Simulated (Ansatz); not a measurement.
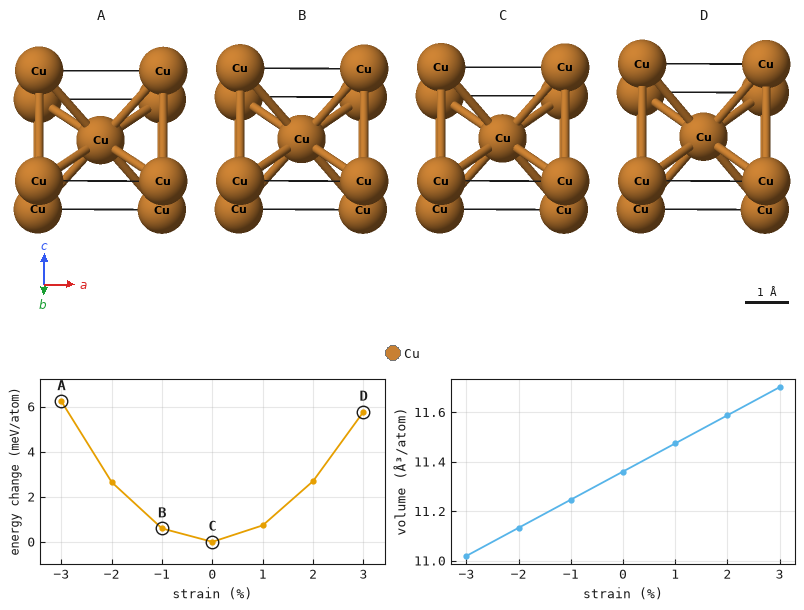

Members of a series of calculations on a crystal of Cu (set up in I4/mmm), marked on the first curve. Style: ball-and-stick. Shown: the cell of the calculation, from a free direction.

Method: DFT PBEsol, scalar-relativistic, plane waves, PAW (Ansatz). Settings: plane-wave cutoff 420 eV; k-point mesh 18 × 18 × 20; occupations gaussian; smearing width 0.1 eV; no spin polarisation.

**Describe the series.**

Strain along c alone, the other axes held, atoms relaxed. A (strain −3.0 %): energy change 6.2 meV/atom, volume 11.02 Å³ per atom. B (strain −1.0 %): energy change 0.6 meV/atom, volume 11.25 Å³ per atom. C (strain 0.0 %): energy change 0.0 meV/atom, volume 11.36 Å³ per atom. D (strain 3.0 %): energy change 5.8 meV/atom, volume 11.70 Å³ per atom. The rest compares A with D. The drawn cell changes as follows: a = b unchanged at 2.890 Å, c 2.638 → 2.802 Å (+6.2 %); the volume changes by +6.2 %. Near-neighbour distances before and after: Cu–Cu 2.638 → 2.802 Å, Cu–Cu 2.432 → 2.478 Å.
